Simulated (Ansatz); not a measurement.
**Cu: 7 runs along one coordinate**

System: Cu (I4/mmm, 2 atoms in the cell).
Method: DFT PBE, scalar-relativistic, plane waves, PAW, no spin polarisation (Ansatz 0.2.0).

The 7 runs differ only in the geometry, by a strain of the cell at fixed fractional positions. Against run 4, the strain is εzz = η. The structure derives from a Materials Project entry.

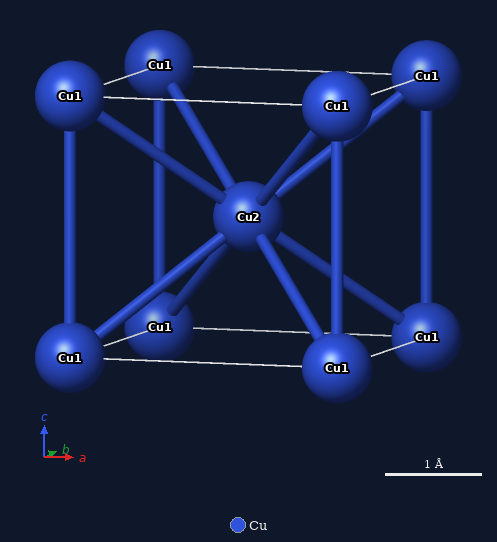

Figure 1. The structure of run 4 (ball-and-stick view of the cell of the calculation, seen slightly off an axis; atoms are numbered from 1 in the order of the input).

## Input of run 4
```yaml
crystal:
  lattice:
    - [2.9510618436, 0.0, 0.0]
    - [0.0, 2.9510618436, 0.0]
    - [0.0, 0.0, 2.7591107961]
  atoms:
    - { symbol: Cu, position: [0.0, 0.0, 0.0] }
    - { symbol: Cu, position: [0.5, 0.5, 0.5] }
basis:
  ecutwfc: 420
kpoints:
  mp_grid: { grid: [14, 14, 16] }
hamiltonian:
  xc: pbe
scf:
  occupations: { method: gaussian, width: 0.1 }
output:
  forces: true
  stress: true
  eigenvalues: true
```

Run 5 differs from it as follows:
```diff
-    - [0.0, 0.0, 2.7591107961]
+    - [0.0, 0.0, 2.7867019041]
```

## Results, with one run withheld

```csv
run,strain parameter η (%),"free energy per atom, from the lowest run given (meV)",pressure (GPa)
1,−3.0000,5.25,4.58
2,−2.0000,2.29,2.92
3,−1.0000,0.59,1.38
4,0.0000,0.00,−0.05
5,1.0000,?,?
6,2.0000,1.86,−2.68
7,3.0000,4.27,−3.87
```

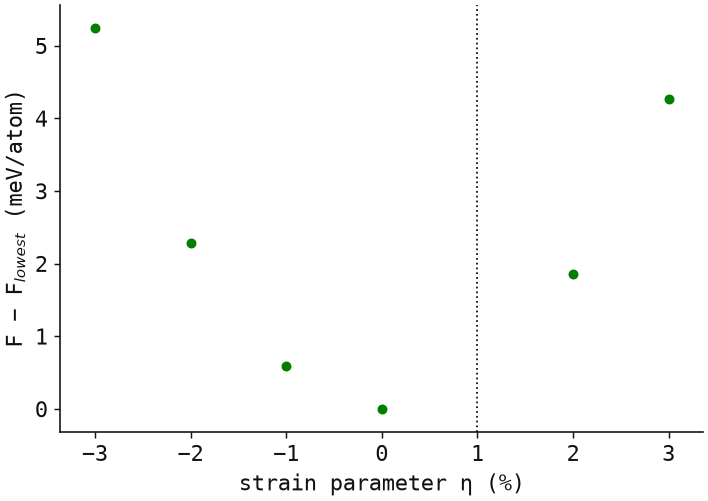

Figure 2. Free energy per atom of the runs given; the dotted line marks run 5.

What should run 5 give?

A cubic polynomial in the coordinate, fitted to the 6 runs given, misses them by at most 0.03 meV per atom. With x = η + 0.1667, it reads F = 0.0039817 − 0.24265 x + 0.5356 x² − 0.010906 x³ (meV per atom). At run 5 it gives 0.43 meV per atom, and the run itself gives 0.43. The fit has its minimum at η = 0.0614 %.

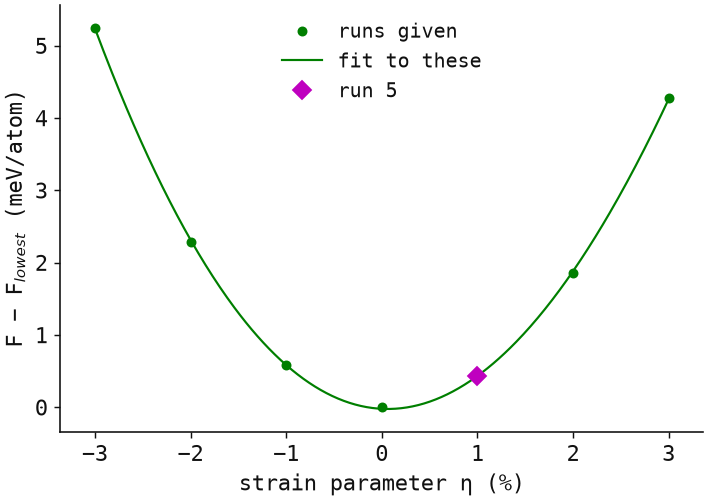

Figure 3. The fit and the withheld run.

## Output, shortened to warnings, some set-up lines, iterations and results (run 5)
```
Basis set: ecut = 420 eV, 461 PW (Γ), exchange–correlation on 40×40×40 points (8 copies of the dense FFT grid, shifted against one another)
Symmetry: 32 space group operations
k-points: 324 of 3136
Initial density: superposition of atomic densities (neutral atoms: chi_scale 0, normalization atom), corrected by the library's trained network
[...]
SCF iter   1: F=—  HF=-13250.277884 eV  |F-HF|=—  |Δ(HF+E_count)|=         —  Δρ=7.63e-4  dr2=2.52e-5  ethr=1.77e-3  ⟨swp⟩=5.1  Hψ=27525  notcnv=0
SCF iter   2: F=—  HF=-13250.278145 eV  |F-HF|=—  |Δ(HF+E_count)|=   2.62e-4  Δρ=4.73e-4  dr2=1.64e-5  ethr=6.63e-8  ⟨swp⟩=3.0  Hψ=20165  notcnv=0
SCF iter   3: F=—  HF=-13250.278174 eV  |F-HF|=—  |Δ(HF+E_count)|=   2.87e-5  Δρ=2.15e-4  dr2=2.40e-6  ethr=4.31e-8  ⟨swp⟩=2.0  Hψ=10704  notcnv=0
SCF iter   4: F=-13250.278181 eV  HF=-13250.278181 eV  |F-HF|=1.71e-8  |Δ(HF+E_count)|=   7.30e-6  Δρ=2.28e-5  dr2=5.09e-8  ethr=6.33e-9  ⟨swp⟩=2.0  Hψ=10982  notcnv=0
SCF iter   5: F=-13250.278181 eV  HF=-13250.278181 eV  |F-HF|=1.17e-9  |Δ(HF+E_count)|=   4.38e-8  Δρ=3.37e-6  dr2=6.65e-10  ethr=1.34e-10  ⟨swp⟩=2.0  Hψ=10692  notcnv=0
SCF iter   6: F=-13250.278181 eV  HF=-13250.278181 eV  |F-HF|=0.00e0  |Δ(HF+E_count)|=   1.26e-9  Δρ=1.35e-7  dr2=8.26e-13  ethr=1.75e-12  ⟨swp⟩=2.1  Hψ=21876  notcnv=0
SCF 1 converged in 6 iterations: F = -13250.278181 eV  dr2 = 8.26e-13
SCF converged after 6 iterations
Free energy (F): -13250.278181 eV
Harris-Foulkes:  -13250.278181 eV  (|F-HF|=0.00e0)
Internal energy: -13250.275102 eV  (E = F + TS)
E sigma→0 (E₀):  -13250.276642 eV
Entropy (-TS):   -0.003080 eV (-1.540 meV/atom)
Fermi energy:    16.211597 eV
--- Per-component energies (eV) ---
  E_band       = -737.724690
  E_kinetic    = 599.278293
  E_local      = -8200.695934  (includes V_loc(G=0)·N_el)
  E_nonlocal   = 780.531998
  E_hartree    = 3609.485792
  E_xc         = -178.670698
  E_vxc        = -230.539424  (∫ρ·V_xc dr)
  E_paw        = -3326.611058  (= ΣΔE_a)
  E_vpaw       = -905.271811  (= ΣTr[D̂ρ^β])
  E_aug_tail   = 0.000631  (compensation charges beyond the density's cutoff)
  E_ewald      = -6533.594126
  E_smearing   = -0.003080  (= −TS)
  E_closure    = 0.000000  (closes the sum)
  Σ components = -13250.278181   (vs F -13250.278181, Δ=0.00e0)
--- Forces (eV/Å), atoms counted from 1 ---
  atom   1  Cu     0.00000000     0.00000000     0.00000000
  atom   2  Cu     0.00000000    -0.00000000    -0.00000000
  max |Σ_I F_I| component: 4.02e-29 eV/Å
--- Stress (GPa, compression-positive) ---
       -1.483979      -0.000000       0.000000
        0.000000      -1.483979       0.000000
        0.000000       0.000000      -1.240260
  P = ⅓ Tr σ = -1.4027 GPa (-14.027 kbar)
```
